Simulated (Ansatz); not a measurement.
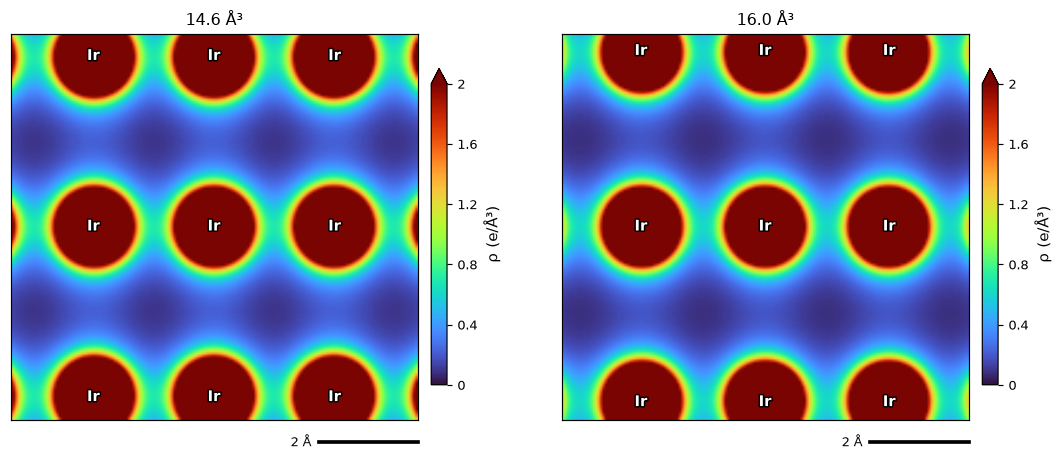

Ir. The valence charge density (pseudo) of cells scaled evenly to different volumes (given per atom above each panel), on the (110) plane of each (indices in the axes of the cell below), at one length scale and on one colour scale.

A generated structure, not necessarily the stable one; the program warned that a starting moment wasn't kept; spin-polarised, but the moments vanished.

Computed with DFT, m-r2SCAN, plane waves (500 eV) with PAW, scalar-relativistic in Ansatz 0.2.0.

Core electrons are frozen (PAW), and the valence fields are smoothed inside the atomic spheres.

The largest cell:

```xyz
1
Lattice="2.5183 0.0000 0.0000 0.0000 2.5183 0.0000 0.0000 0.0000 2.5183" Properties=species:S:1:pos:R:3 pbc="T T T"
Ir    0.0000    0.0000    0.0000
```

| volume (Å³/atom) | Ir–Ir contact in the plane (Å) | ρ at its midpoint (e/Å³) | pressure (GPa) | 
| --- | --- | --- | --- |
| 14.64 | 2.446 | 0.696 | 46.2 | 
| 15.31 | 2.483 | ? | ? | 
| 15.97 | 2.518 | 0.611 | 11.6 | 

What values belong in the row with question marks?

Answer. Over the known rows ln ρ falls by 1.81 per Å of Ir–Ir distance (the line through the two), which gives 0.651 e/Å³ at 2.483 Å; the calculation gives 0.652 e/Å³. For the pressure, a straight line in volume between the neighbouring rows gives 28.8 GPa; the calculation gives 26.8, lower because pressure rises ever faster on compression.
